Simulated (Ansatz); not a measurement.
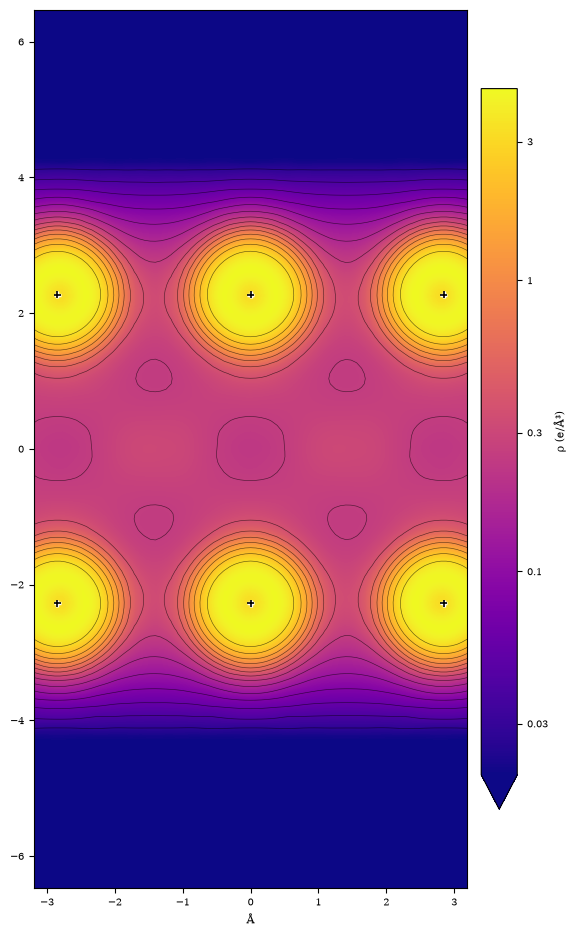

The valence pseudo-density on a plane through atoms (crosses mark nuclei in the plane).

Level of theory: DFT PBE+D3(BJ), scalar-relativistic, plane waves, PAW (Ansatz).

Candidates:
A. Ta (slab), a = 5.69 Å, b = 5.69 Å, c = 20.65 Å, α = 90.00°, β = 90.00°, γ = 109.47°. 
B. ZrS2 (slab), a = 10.91 Å, b = 10.91 Å, c = 18.92 Å, α = 90.00°, β = 90.00°, γ = 120.00°. 

Question: Which candidate gave the map?

Answer: Candidate A: Ta on the (010) plane of the calculation cell, a cut from vacuum to vacuum, which holds Ta. Ta–Ta (2.84 Å): ρ at the midpoint is about 0.33 e/Å³.
